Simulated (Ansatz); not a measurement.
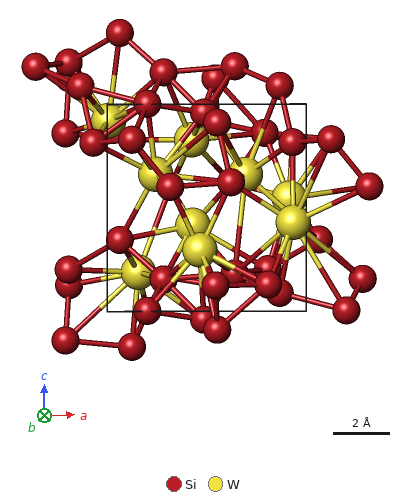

Starting frame of a dynamics run of an amorphous cell of composition Si5W3 (24 atoms in the cell). A ball-and-stick model of the simulation cell, seen along the b axis. Bonds to atoms that aren't drawn are left out.

Theory: Ansatz, DFT PBE, scalar-relativistic, plane waves, PAW.

Input
```yaml
crystal:
  lattice:
    - [7.204199, -0.081882, 0.007051]
    - [-0.081882, 7.490234, 0.162359]
    - [0.007051, 0.162359, 7.495186]
  atoms:
    - { symbol: Si, position: [0.6219948429, 0.9160904245, 0.6229540014] }
    - { symbol: Si, position: [0.8067163913, 0.5716693301, 0.203134483] }
    - { symbol: Si, position: [0.1244983829, 0.7966959534, 0.8296238499] }
    - { symbol: Si, position: [0.8665205405, 0.1518669507, 0.0882312668] }
    - { symbol: Si, position: [0.9306092597, 0.0229289585, 0.8157989784] }
    - { symbol: Si, position: [0.5433957362, 0.7062958954, 0.1252504352] }
    - { symbol: Si, position: [0.3168042865, 0.8530842592, 0.6016509352] }
    - { symbol: Si, position: [0.5527635919, 0.9204906651, 0.9113210347] }
    - { symbol: Si, position: [0.20133259, 0.0609277086, 0.0030166746] }
    - { symbol: Si, position: [0.8088514844, 0.8613761581, 0.1286689525] }
    - { symbol: Si, position: [0.2832549911, 0.2978128586, 0.1549469452] }
    - { symbol: Si, position: [0.4860226793, 0.2017400468, 0.9602543779] }
    - { symbol: Si, position: [0.0636720378, 0.3672965828, 0.3457702535] }
    - { symbol: Si, position: [0.7907987763, 0.7465234829, 0.8611500355] }
    - { symbol: Si, position: [0.6406813303, 0.3205944559, 0.1833635604] }
    - { symbol: W, position: [0.1563843151, 0.7354327155, 0.1896923436] }
    - { symbol: W, position: [0.4301583582, 0.5006353856, 0.4158016964] }
    - { symbol: W, position: [0.9346777602, 0.0288567241, 0.4291212302] }
    - { symbol: W, position: [0.4239339128, 0.5404422203, 0.8286342611] }
    - { symbol: W, position: [0.9146427451, 0.6237646325, 0.5459586149] }
    - { symbol: W, position: [0.0077190299, 0.4564722219, 0.9232719845] }
    - { symbol: W, position: [0.6942874041, 0.2732259251, 0.6604469466] }
    - { symbol: W, position: [0.2436219706, 0.2011796532, 0.6629320916] }
    - { symbol: W, position: [0.4655344387, 0.0096152131, 0.2969733873] }
  symmetry: { detect: false }
basis:
  ecutwfc: 320
  xc_grid: 1
kpoints:
  mp_grid: { grid: [1, 1, 1], shift: [0.25, 0.25, 0.25] }
hamiltonian:
  xc: pbe
scf:
  occupations: { method: fermi_dirac, width: 0.3051 }
  lower_state_search: "off"
  convergence: { dr2_threshold: 1.0e-05 }
output:
  forces: true
  stress: true
md:
  timestep: 3.0
  n_steps: 24
  ensemble: nvt_langevin
  friction: 0.03
  temperature: 3540.0
  initial_velocities: maxwell_boltzmann
  seed: 9304
```

Command:
```bash
ansatz run input.yaml --threads 2 --pin off --max-ram 5120MiB --backend cpu --events-out ev --progress --plain --runs-dir out
```

**Predict how the run goes.**

The mean temperature in the second half is 3327 K (standard deviation 216 K). The potential energy is still drifting at the end, so the run hasn't reached equilibrium. The potential energy in the second half lies on average 239 meV per atom below the first frame. The mean pressure there is 2.9 GPa. Root-mean-square distances from the starting positions over the second half, with the common drift of all atoms taken out: Si 0.71 Å, W 0.28 Å. The run lasts only 72 fs, too short to tell vibration from diffusion. Bond changes: 7 Si–Si bonds break between 21 fs and 72 fs; one Si–Si bond forms at about 54 fs.

Along the run (each row but the first and the last is the mean over the interval that it begins):

| time (fs) | potential energy (meV/atom) | T (K) | p (GPa) |
| --- | --- | --- | --- |
| 0.0 | 0.0 | 3392 | -4.8 |
| 12.0 | -202.0 | 4688 | -3.7 |
| 24.0 | -198.4 | 3491 | 1.7 |
| 36.0 | -171.8 | 3509 | 5.4 |
| 48.0 | -244.6 | 3267 | 3.0 |
| 60.0 | -284.4 | 3238 | 1.1 |
| 72.0 | -297.9 | 3193 | 0.1 |

The paths of the atoms:

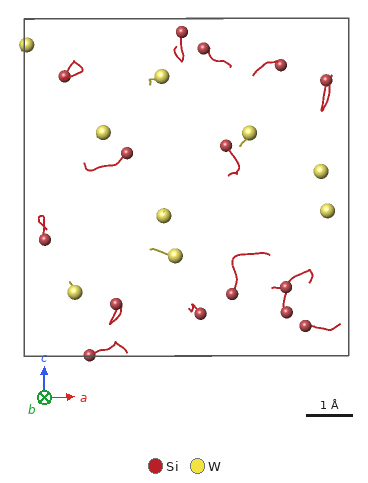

Limits of the set-up: the cutoff lies below the recommended one; the periodic images lie only 7.2 Å apart, so the values are limited by the cell's size.

Cost: 2.6 min on 2 threads of AMD EPYC (Zen 3), with other jobs on the host, peak memory 0.53 GiB.
